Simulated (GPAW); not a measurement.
# Core-hole calculation of the S K edge in CdS (Hawleyite, F-43m), part 2 of 3

What does one-electron theory with a core hole give for the S K edge of CdS (Hawleyite, F-43m)?

GPAW 26.7.0; X-ray absorption from dipole matrix elements to empty bands, plane-wave PAW PBE.

So far. Step 2 (The field without a hole): The mesh shows a gap of 1.13 eV, so the hole is first treated in a charged cell, without the excited electron. Step 3 (Spectrum without a core hole, ): The program stopped, so this step gives no result.

## (5) Spectrum with FCH, S atom 2

The holes are 7.1 Å apart. In GPAW the data set carries the hole's charge, so charge=0 means a charged cell and charge=-1 a neutral one. The excited electron is left out and a uniform background balances the charge. After the field has converged, empty bands are computed with the density fixed and the dipole matrix elements are summed.

The absorber has 4 Cd at 2.53 Å (tetrahedral, site symmetry -43m).

File xas.py:

```python
import numpy as np
from ase import Atoms
from ase.parallel import parprint, paropen
from gpaw import GPAW, PW, FermiDirac, Mixer, MixerDif, setup_paths
from gpaw.test import gen
setup_paths.insert(0, '.')
gen('S', name='fch1s', xcname='PBE', corehole=(1, 0, 1), write_xml=True)
from gpaw.mpi import world
world.barrier()

atoms = Atoms('Cd6S6',
    cell=[[-2.9165, -2.9165, -5.833],
     [-2.9165, -2.9165, 5.833],
     [-2.9165, 5.833, 2.9165]],
    scaled_positions=[[0, 0, 0],
     [0.66666667, 0, 0.33333333],
     [0.5, 0.5, 0],
     [0.33333333, 0, 0.66666667],
     [0.16666667, 0.5, 0.33333333],
     [0.83333333, 0.5, 0.66666667],
     [0.875, 0.625, 0],
     [0.54166667, 0.625, 0.33333333],
     [0.375, 0.125, 0],
     [0.20833333, 0.625, 0.66666667],
     [0.04166667, 0.125, 0.33333333],
     [0.70833333, 0.125, 0.66666667]],
    pbc=True)
atoms.calc = calc = GPAW(legacy_gpaw=True, mode=PW(430), xc='PBE', setups={6: 'fch1s'},
    kpts={'size': (3, 2, 3), 'gamma': True}, occupations=FermiDirac(0.02),
    charge=0, mixer=Mixer(0.1, 5, 50), maxiter=150,
    convergence={'density': 0.0001}, txt='scf.txt')
energy = atoms.get_potential_energy() + calc.get_reference_energy()
ef = calc.get_fermi_level()
out = dict(energy=energy, fermi=ef, forces=atoms.get_forces().tolist())
parprint(f'all-electron energy {energy:.4f} eV, Fermi level {ef:.4f} eV')
ev = np.array([[calc.get_eigenvalues(k, s) for k in range(len(calc.get_ibz_k_points()))] for s in range(calc.get_number_of_spins())])
out['homo'], out['lumo'], out['counts'] = ev[ev < ef].max(), ev[ev > ef].min(), sorted(set((ev < ef).sum((0, 2)).tolist()))
out['filled'] = (ev[:, 0] < ef).sum(1).tolist()

from ase.units import Ha
from gpaw.xas import dipole_matrix_elements
nb = int(calc.get_number_of_electrons() / 2) + 179
top, nb = nb, nb + 8 + nb // 12
nscf = calc.fixed_density(kpts={'size': (3, 3, 3), 'gamma': True}, nbands=nb,
    convergence={'bands': top, 'eigenstates': 1e-5}, maxiter=60, txt='nscf.txt')
cell = atoms.cell.array
ops = [cell.T @ U.T @ np.linalg.inv(cell.T) for U in nscf.wfs.kd.symmetry.op_scc]
filled = [54]  # bands filled in the ground state, by spin
E = np.arange(-6, 34, 0.1)
fwhm = np.interp(E, [4, 25], [0.9, 3.5])
Y, X, zero, highest = 0, 0, 1e9, 1e9
for spin in range(nscf.get_number_of_spins()):
    wfs = nscf.wfs
    A = dipole_matrix_elements(wfs.setups[6])
    eps = np.zeros((wfs.kd.nibzkpts, nb))
    d = np.zeros((3, A.shape[1], wfs.kd.nibzkpts, nb), complex)
    for kpt in wfs.kpt_u:
        if kpt.s == spin and 6 in kpt.P_ani:
            eps[kpt.k] = kpt.eps_n * Ha
            d[:, :, kpt.k] = (kpt.weight * wfs.nspins / 2) ** 0.5 * np.inner(A, kpt.P_ani[6])
    world.sum(eps)
    world.sum(d)
    T = np.einsum('amkn,bmkn->abkn', d, d.conj()).real
    T = sum(np.einsum('ai,ijkn,bj->abkn', R, T, R) for R in ops) / len(ops)
    empty = np.ones_like(eps, bool) & (np.arange(nb) >= filled[spin])
    zero, highest = min(zero, eps[empty].min()), min(highest, eps[:, top - 1].min())
    lines = [(eps, T, empty)] if spin == 0 else lines + [(eps, T, empty)]
for eps, T, empty in lines:
    f = np.einsum('aakn->akn', T).reshape(3, -1)
    x = eps.ravel() - zero
    w = np.interp(x, E, fwhm) / 2.35482
    g = np.exp(-0.5 * ((E[:, None] - x) / w) ** 2) / (w * (2 * np.pi) ** 0.5)
    Y = Y + (f * empty.ravel()) @ g.T
    X = X + (f * ~empty.ravel()) @ g.T
out.update(E=E.round(2).tolist(), xas=Y.tolist(), xes=X.tolist(), zero=zero, valid=highest - zero, nk=len(eps), nb=nb)
for i in range(0, len(E), 10):
    parprint(f'{E[i]:7.2f}', *(f'{v:10.3e}' for v in Y[:, i]))
import json
with paropen('out.json', 'w') as f:
    json.dump(out, f)
```

Started as:

```bash
> OMP_NUM_THREADS=1 mpirun -n 4 gpaw python xas.py
```

Numbers of over 12 decimals in the logs are rounded to 6 here.

The program printed:

```text
Input parameters:
  convergence: {density: 0.0001}
  kpts: {gamma: True,
         size: (3, 2, 3)}
  maxiter: 150
  mixer: {backend: pulay,
          beta: 0.1,
          method: separate,
          nmaxold: 5,
          weight: 50}
  mode: {ecut: 430.0,
         name: pw}
  occupations: {fixmagmom: False,
                name: fermi-dirac,
                width: 0.02}
  setups: {6: fch1s}
  xc: PBE

Initialize ...

[... PAW data sets ...]

Reference energy: -975690.283575  # eV

Spin-paired calculation

[... convergence settings ...]
Symmetries present (total): 2
  [... symmetry matrices ...]

18 k-points: 3 x 2 x 3 Monkhorst-Pack grid + [0.000000,1/4,0.000000]
8 k-points in the irreducible part of the Brillouin zone
       k-points in crystal coordinates                weights
   0:     0.00000000    0.00000000    0.00000000          1/18
   1:     0.00000000    0.00000000    0.33333333          2/18
   2:     0.00000000    0.50000000    0.00000000          1/18
   3:     0.00000000    0.50000000    0.33333333          2/18
   4:     0.33333333    0.00000000    0.00000000          4/18
   5:     0.33333333    0.00000000    0.33333333          2/18
   6:     0.33333333    0.50000000    0.00000000          4/18
   7:     0.33333333    0.50000000    0.33333333          2/18

Wave functions: Plane wave expansion
  Cutoff energy: 430.000 eV
  Number of coefficients (min, max): 6006, 6047
  Pulay-stress correction: 0.000000 eV/Ang^3 (de/decut=0.000000)
  Using FFTW library
  Wavefunction extrapolation:
    Improved wavefunction reuse through dual PAW basis

Occupation numbers: Fermi-Dirac:
  width: 0.0200  # eV

Eigensolver
   Davidson(niter=2)

Densities:
  Coarse grid: 35*35*35 grid
  Fine grid: 70*70*70 grid
  Total Charge: 1.000000

Density mixing:
  Method: separate
  Backend: pulay
  Linear mixing parameter: 0.1
  old densities: 5
  Width of damping distribution: 1.1
  Damping of long wavelength oscillations: 50

[... Hamiltonian set-up ...]
Number of atoms: 12
Number of atomic orbitals: 78
Number of bands in calculation: 69
Number of valence electrons: 108
Bands to converge: occupied

... initialized

Initializing position-dependent things.

Density initialized from atomic densities
Creating initial wave functions:
  69 bands from LCAO basis set

              S

                 Cd
                     S
                   Cd
            S
          Cd            Cd
              S
               Cd
                    S
           S     Cd

Atomic positions and initial magnetic moments

Positions:
   0 Cd     0.000000    0.000000    0.000000    ( 0.0000,  0.0000,  0.0000)
   1 Cd    -2.916500   -0.000000   -2.916500    ( 0.0000,  0.0000,  0.0000)
   2 Cd    -2.916500   -2.916500    0.000000    ( 0.0000,  0.0000,  0.0000)
   3 Cd    -2.916500    2.916500    0.000000    ( 0.0000,  0.0000,  0.0000)
   4 Cd    -2.916500   -0.000000    2.916500    ( 0.0000,  0.0000,  0.0000)
   5 Cd    -5.833000    0.000000    0.000000    ( 0.0000,  0.0000,  0.0000)
   6 S     -4.374750   -4.374750   -1.458250    ( 0.0000,  0.0000,  0.0000)
   7 S     -4.374750   -1.458250    1.458250    ( 0.0000,  0.0000,  0.0000)
   8 S     -1.458250   -1.458250   -1.458250    ( 0.0000,  0.0000,  0.0000)
   9 S     -4.374750    1.458250    4.374750    ( 0.0000,  0.0000,  0.0000)
  10 S     -1.458250    1.458250    1.458250    ( 0.0000,  0.0000,  0.0000)
  11 S     -4.374750    1.458250   -1.458250    ( 0.0000,  0.0000,  0.0000)

Unit cell:
           periodic     x           y           z      points  spacing
  1. axis:    yes   -2.916500   -2.916500   -5.833000    35     0.1690
  2. axis:    yes   -2.916500   -2.916500    5.833000    35     0.1924
  3. axis:    yes   -2.916500    5.833000    2.916500    35     0.1768

  Lengths:   7.143937   7.143937   7.143937
  Angles:   80.405932 120.000000 109.471221

Effective grid spacing dv^(1/3) = 0.1908

iter:   1   -59.720389
iter:   2   -57.454898   -1.59  -1.12
iter:   3   -53.968727   -1.00  -1.19
iter:   4   -53.959795   -2.48  -1.52
iter:   5   -54.081465   -2.74  -1.52
iter:   6   -53.976537   -1.97  -1.46
iter:   7   -53.921717   -3.37  -2.28
iter:   8   -53.876766   -2.68  -2.39
iter:   9   -53.875429c  -4.31  -2.68
iter:  10   -53.875296c  -4.92  -2.93
iter:  11   -53.875273c  -5.71  -3.29
iter:  12   -53.875338c  -5.63  -3.44
iter:  13   -53.875327c  -5.97  -3.79
iter:  14   -53.875323c  -7.02  -4.10c
iter:  15   -53.875323c  -7.00  -4.12c
iter:  16   -53.875323c  -7.66c -4.48c

Converged after 16 iterations.

Dipole moment: (7.245092, 7.245092, -0.968691) |e|*Ang

Energy contributions relative to reference atoms: (reference = -975690.283575)

Kinetic:        +97.591507
Potential:     -103.563741
External:        +0.000000
XC:             -48.641998
Entropy (-ST):   -0.000000
Local:           +0.738909
SIC:             +0.000000
--------------------------
Free energy:    -53.875323
Extrapolated:   -53.875323

Showing only first 2 kpts
 Kpt  Band  Eigenvalues  Occupancy
  0    52      3.57306    2.00000
  0    53      3.58824    2.00000
  0    54      4.53406    0.00000
  0    55      6.57805    0.00000

  1    52      3.10290    2.00000
  1    53      3.45160    2.00000
  1    54      5.84202    0.00000
[...]
Fermi level: 4.01716

Gap: 0.946 eV
Transition (v -> c):
  (s=0, k=0, n=53, [0.00, 0.00, 0.00]) -> (s=0, k=0, n=54, [0.00, 0.00, 0.00])
No difference between direct/indirect transitions

Forces in eV/Ang:
  0 Cd   -0.70574   -0.70574    0.73628
  1 Cd   -0.06120   -0.08916    0.05816
  2 Cd    0.71049    0.71049    0.55764
  3 Cd   -0.08916   -0.06120    0.05816
  4 Cd   -0.53674    0.69582   -0.71609
  5 Cd    0.69582   -0.53674   -0.71609
  6 S     0.00573    0.00573    0.00518
  7 S    -0.03505   -0.00940    0.01886
  8 S    -0.00475   -0.00475   -0.03393
  9 S    -0.00940   -0.03505    0.01886
 10 S     0.17580   -0.14600    0.00670
 11 S    -0.14600    0.17580    0.00670
Scalar-relativistic atomic PBE calculation for S (Sulfur, Z=16)
Core hole in 1s state (1s occupation: 1.0)
450 radial gridpoints.
|------------------------------------------------|
|------------------------------------------------|
[... the atom generator's iteration count ...]

Energy contributions:
-------------------------
Kinetic:     +308.185547
XC:           -20.950884
Potential:   -594.586668
-------------------------
Total:       -307.352006

state      eigenvalue         ekin         rmax
-----------------------------------------------
1s^1.0 :   -94.934283   126.064227        0.062
2s^2.0 :    -9.388817    20.721762        0.372
2p^6.0 :    -7.534702    20.423216        0.303
3s^2.0 :    -1.143740     3.483173        1.293
3p^4.0 :    -0.718992     2.793039        1.390
-----------------------------------------------
(units: Bohr and Hartree)

Generating PAW setup
Kinetic energy of the core from tauc = 290.824512
Cutoffs:
rc(s)=1.840
rc(p)=1.850
rc(d)=1.700
rc(vbar)=1.720
rc(comp)=1.430
rc(nct)=1.850

Kinetic energy of the core states: 290.047046
Charge: 1.0
Core electrons: 9.0
Valence electrons: 6.0
Pseudo-core charge: 0.024184
Shape function alpha=4.890
Pseudo-electron charge 6.375793
state    eigenvalue         norm
--------------------------------
3s(2) :    -1.143740     1.241181
*s    :    -0.143740
3p(4) :    -0.718992     0.967312
*p    :     0.281008
*d    :     0.000000
--------------------------------

Diagonalizing with gridspacing h=0.050

state   all-electron     PAW
-------------------------------
3s:      -1.143740    -1.144551
3p:      -0.718992    -0.719674
*d:                   -0.150764
*f:                   -0.016520
-------------------------------
all-electron energy -975744.1589 eV, Fermi level 4.0172 eV
[...]
31.00  2.449e-06  2.449e-06  2.424e-06
  32.00  2.437e-06  2.437e-06  2.460e-06
  33.00  2.354e-06  2.354e-06  2.388e-06
```

The job ended after 3.2 min (4 MPI ranks of Arm Neoverse V1, shared host; peak memory 0.4 GiB).

The S K spectrum, S atom 2, full core hole (charged cell) (energy from the lowest empty level; intensity scaled to a mean of 1 over the first 20 eV):

| E (eV) | intensity |
| --- | --- |
| -2.0 | 0.00 |
| -0.5 | 0.00 |
| 1.0 | 0.16 |
| 2.5 | 1.78 |
| 4.0 | 1.71 |
| 5.5 | 1.39 |
| 7.0 | 1.24 |
| 8.5 | 0.93 |
| 10.0 | 0.47 |
| 11.5 | 0.56 |
| 13.0 | 1.07 |
| 14.5 | 1.43 |
| 16.0 | 1.01 |
| 17.5 | 0.70 |
| 19.0 | 0.69 |
| 20.5 | 0.78 |
| 22.0 | 0.90 |
| 23.5 | 1.12 |
| 25.0 | 1.29 |
| 26.5 | 1.25 |
| 28.0 | 1.10 |
| 29.5 | 1.02 |
| 31.0 | 1.06 |

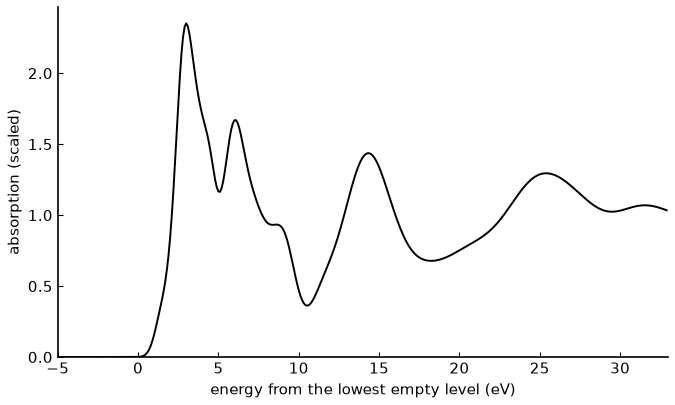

The S K edge, S atom 2, full core hole (charged cell): main maxima at 3.0, 6.1 and 14.3 eV.

Main maxima below 24 eV (height): 3.0 eV (2.35), 6.1 eV (1.67) and 14.3 eV (1.44). A K edge sees empty p states on the absorber.

The hole costs E(hole) − E(ground) = 2477.85 eV, and the lowest empty level of the hole cell on the spectrum's mesh lies at 4.53 eV, which puts the zero at 2482.38 eV. One term is added: -16.94 eV, since the hole is spin-paired here and a spin-polarised one costs that much less in the free atom (computed apart). The photon energy is then 2465.44 eV. The functional and the charged cell's background leave an error of a few eV in such absolute values.

## (6) Spectrum with HCH, S atom 2

The holes are 7.1 Å apart. The data set carries half a charge, which charge=0 leaves uncompensated but for the background. Half a hole is Slater's transition state, a compromise that weakens the attraction. After the field has converged, empty bands are computed with the density fixed and the dipole matrix elements are summed.

Changed against the first core-hole run: core hole from full to half.

Edit xas.py of step 5 so:

```diff
@@ -6,3 +6,3 @@
 setup_paths.insert(0, '.')
-gen('S', name='fch1s', xcname='PBE', corehole=(1, 0, 1), write_xml=True)
+gen('S', name='hch1s', xcname='PBE', corehole=(1, 0, 0.5), write_xml=True)
 from gpaw.mpi import world
@@ -27,3 +27,3 @@
     pbc=True)
-atoms.calc = calc = GPAW(legacy_gpaw=True, mode=PW(430), xc='PBE', setups={6: 'fch1s'},
+atoms.calc = calc = GPAW(legacy_gpaw=True, mode=PW(430), xc='PBE', setups={6: 'hch1s'},
     kpts={'size': (3, 2, 3), 'gamma': True}, occupations=FermiDirac(0.02),
```

The program printed:

```text
Input parameters:
  convergence: {density: 0.0001}
  kpts: {gamma: True,
         size: (3, 2, 3)}
  maxiter: 150
  mixer: {backend: pulay,
          beta: 0.1,
          method: separate,
          nmaxold: 5,
          weight: 50}
  mode: {ecut: 430.0,
         name: pw}
  occupations: {fixmagmom: False,
                name: fermi-dirac,
                width: 0.02}
  setups: {6: hch1s}
  xc: PBE

Initialize ...

[...]
*p    :     0.529228
*d    :     0.000000
--------------------------------

Diagonalizing with gridspacing h=0.050

state   all-electron     PAW
-------------------------------
3s:      -0.873471    -0.874183
3p:      -0.470772    -0.471310
*d:                   -0.023498
*f:                    0.031067
-------------------------------
all-electron energy -977003.9201 eV, Fermi level 4.0571 eV
[...]
32.00  2.721e-06  2.721e-06  2.733e-06
  33.00  2.632e-06  2.632e-06  2.670e-06
[key lines of the parts left out:]
Converged after 14 iterations.
Dipole moment: (7.298077, 7.298077, -1.020322) |e|*Ang
Free energy:    -44.311910
Fermi level: 4.05709
```

It took 3.1 min on 4 MPI ranks; peak memory 0.4 GiB; 12 min of CPU time.

| E (eV) | first run | this run |
| --- | --- | --- |
| -2.0 | 0.00 | 0.00 |
| -1.0 | 0.00 | 0.00 |
| 0.0 | 0.00 | 0.00 |
| 1.0 | 0.16 | 0.14 |
| 2.0 | 0.84 | 0.68 |
| 3.0 | 2.35 | 1.99 |
| 4.0 | 1.71 | 1.88 |
| 5.0 | 1.17 | 1.24 |
| 6.0 | 1.67 | 1.76 |
| 7.0 | 1.24 | 1.44 |
| 8.0 | 0.95 | 1.07 |
| 9.0 | 0.91 | 0.99 |
| 10.0 | 0.47 | 0.51 |
| 11.0 | 0.43 | 0.42 |
| 12.0 | 0.70 | 0.66 |
| 13.0 | 1.07 | 0.97 |
| 14.0 | 1.41 | 1.32 |
| 15.0 | 1.34 | 1.35 |
| 16.0 | 1.01 | 1.05 |
| 17.0 | 0.76 | 0.79 |
| 18.0 | 0.68 | 0.68 |
| 19.0 | 0.69 | 0.66 |
| 20.0 | 0.75 | 0.69 |
| 21.0 | 0.82 | 0.73 |
| 22.0 | 0.90 | 0.79 |
| 23.0 | 1.04 | 0.91 |
| 24.0 | 1.20 | 1.07 |
| 25.0 | 1.29 | 1.18 |
| 26.0 | 1.28 | 1.21 |
| 27.0 | 1.20 | 1.16 |
| 28.0 | 1.10 | 1.08 |
| 29.0 | 1.03 | 1.00 |
| 30.0 | 1.03 | 1.00 |
| 31.0 | 1.06 | 1.04 |
| 32.0 | 1.06 | 1.05 |

The scaled spectrum changes by 11 % r.m.s. The highest intensity below 16 eV goes from 3.0 eV (2.35) to 3.1 eV (1.99).

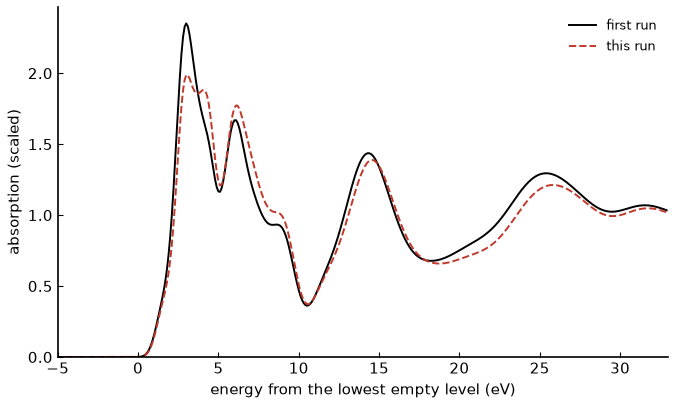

The effect of the change (core hole from full to half).

(Part 2 of 3 ends here.)

[Banner, clock and machine lines of the logs are left out without a mark of their own.]

[Logs are printed without paths, hosts, clocks, repeated set-up lines and the standing remarks that a program may print on its own settings, such as how far it seeks lower states.]

[Hosts, paths, dates, database ids (printed as entryN), source tags and the programs' standing remarks are cut or masked in the printed files.]

[Lists of maxima count a maximum above −3 eV only where it reaches 4 % of the highest in the window and stands out from its surroundings by 2 % of it (1.5 % where it reaches 55 %); shoulders and weaker maxima are passed over, and of the rest the first, up to two pre-edge ones and the few strongest are named.]
